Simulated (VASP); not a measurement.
Input of the run:

POSCAR:
```
ZnO
1.0
    1.6765590000      2.9038850000      0.0000000000
   -1.6765590000      2.9038850000      0.0000000000
    0.0000000000      0.0000000000      5.2293040000
Zn O
2 2
Direct
    0.3333000000      0.3334000000      0.0000000000
    0.6666000000      0.6667000000      0.5000000000
    0.3333000000      0.3334000000      0.3750000000
    0.6666000000      0.6667000000      0.8750000000
```

INCAR.step1:
```
SYSTEM = ZnO
PREC = Accurate
ENCUT = 520
EDIFF = 1E-7
ISMEAR = -1
SIGMA = 0.1
LREAL = .FALSE.
LASPH = .TRUE.
NELM = 100
ALGO = Normal
ISIF = 2
LWAVE = .FALSE.
LCHARG = .TRUE.
GGA = PE
NBANDS = 26
```

KPOINTS.step1:
```
Automatic mesh
0
G
  9 9 5
  0 0 0
```

INCAR.step2:
```
SYSTEM = ZnO
PREC = Accurate
ENCUT = 520
EDIFF = 1E-7
ISMEAR = -5
SIGMA = 0.1
LREAL = .FALSE.
LASPH = .TRUE.
NELM = 100
ALGO = Normal
ISIF = 2
LWAVE = .FALSE.
LCHARG = .FALSE.
GGA = PE
LORBIT = 11
NEDOS = 1001
ICHARG = 11
```

KPOINTS.step2:
```
Automatic mesh
0
G
  14 14 8
  0 0 0
```

System: wurtzite ZnO, space group P6_3mc, 4 atoms in the cell.

Level of theory: PBE, VASP PAW PBE potentials, release 64 (Zn, O), no spin polarisation, no spin-orbit coupling, 9×9×5 k mesh in the self-consistent step, 520 eV cutoff, Fermi-Dirac smearing of 0.1 eV; code VASP.

What does the calculation give for the electronic structure?

There is a gap; over the k points computed it is 0.71 eV. By projected weight, the top eV of the valence band is O p (64 %) and Zn d (29 %). The tallest peak in the window is at −4.2 eV; by projected weight it is Zn d almost alone (inside the spheres).

The density of states was taken on a 14×14×8 mesh with the tetrahedron method. LDA, GGA and most meta-GGA functionals understate gaps. The cell was derived from a database entry in an earlier step, so it needn't be the measured one.

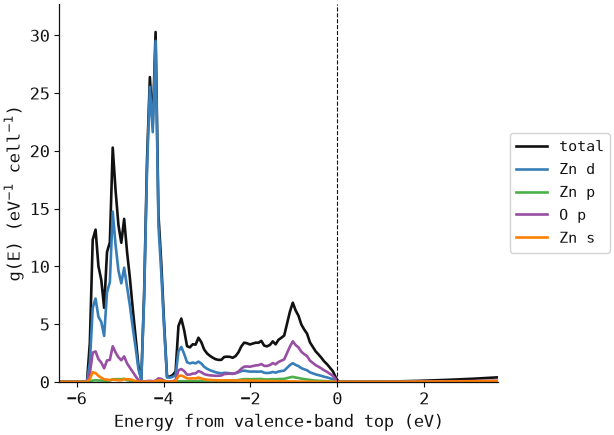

Density of states. Energies are counted from the top of the valence band. The partial curves are projected inside the PAW spheres; the rest of the total lies in parts that aren't drawn and between the spheres.
